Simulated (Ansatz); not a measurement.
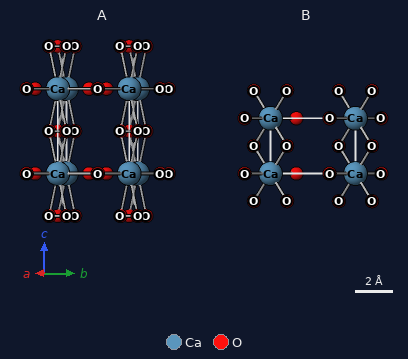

Two geometries of solid CaO4 (a generated structure, set up in Cmmm) (coarse preliminary run), drawn at one scale. One is the start of a relaxation, the other its converged end. Style: ball-and-stick. Shown: the cell of the calculation, along the a axis.

Method: DFT PBE, scalar-relativistic, plane waves, PAW (Ansatz 0.2.0). Settings: plane-wave cutoff 420 eV; k-point mesh 4 × 4 × 6; occupations gaussian; smearing width 0.1 eV; no spin polarisation; cell and atoms relaxed; force threshold 0.04 eV/Å; at most 70 steps.

Q: Which one is relaxed?

A: Structure A is the relaxed one. Over 27 accepted moves (33 points after the start) the energy falls by 11.708 eV per cell of the calculation. Largest force component: 4 eV/Å at the start, 0.014 eV/Å at the end. Pressure: 23.03 GPa at the start and 0.07 GPa at the end. The line search rejected the trial steps at points 4, 16 of the run. At 4 points the geometry stayed and the basis and grid were re-selected for the new cell (energy shift of 0.400 eV per cell of the calculation at most each time). The largest moves relative to the cell, 0.53 Å, are those of O atoms. Ca stays in place. The drawn cell changes as follows: a = b 4.625 → 3.907 Å (−15.5 %), c 3.006 → 4.614 Å (+53.5 %), γ 90.0° → 103.8°; the volume changes by +6.4 %. Some distances before and after: Ca–Ca 3.006 → 4.614 Å, O–O 2.551 → 1.334 Å, Ca–O 3.510 → 2.501 Å, Ca–O 1.971 → 2.402 Å. New bonds form: Ca–O (3.51 → 2.50 Å), O–O (2.55 → 1.33 Å), O–O (2.55 → 1.34 Å). Bond angles that change, for instance: O–Ca–O 99.4° → 147.7°, Ca–O–Ca 99.4° → 147.7°. The space group stays Cmmm (No. 65).
